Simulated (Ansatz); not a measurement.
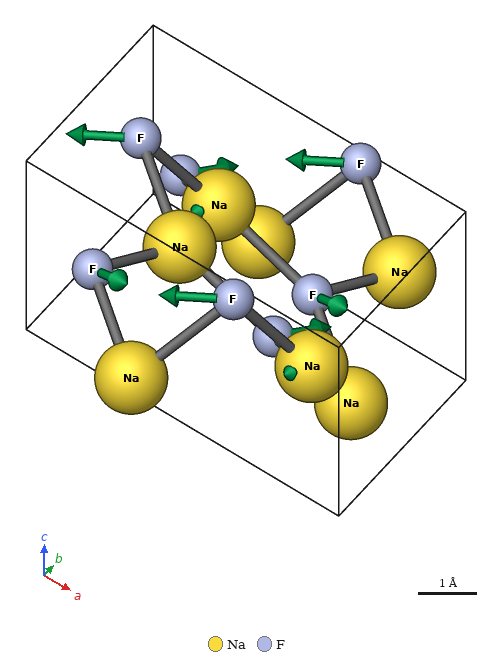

One vibrational mode of crystalline NaF (a generated structure) at the zone centre. Displacements are drawn as green arrows; their common scale and sign are arbitrary. The picture is a ball-and-stick view of the conventional cell (2 times the calculation's cell), seen slightly off an axis. Lengths and directions refer to the drawn axes.

Computed with DFT PBE, scalar-relativistic, plane waves, PAW (Ansatz 0.2.0). Set-up: plane-wave cutoff 420 eV; k-point mesh 6 × 6 × 8; occupations fixed; no spin polarisation.

Frequencies are those without the non-analytic (LO–TO) term.

Give the symmetry, activity and frequency of this mode.

This is the A′ mode at 257 cm⁻¹, optical level 12 of 15, counted from below, infrared- and Raman-active by symmetry. The Na (2a) atoms hardly move; the kinetic energy is shared as F 94 %, Na 6 %. Its infrared intensity is 0.057 (D/Å)²/amu.
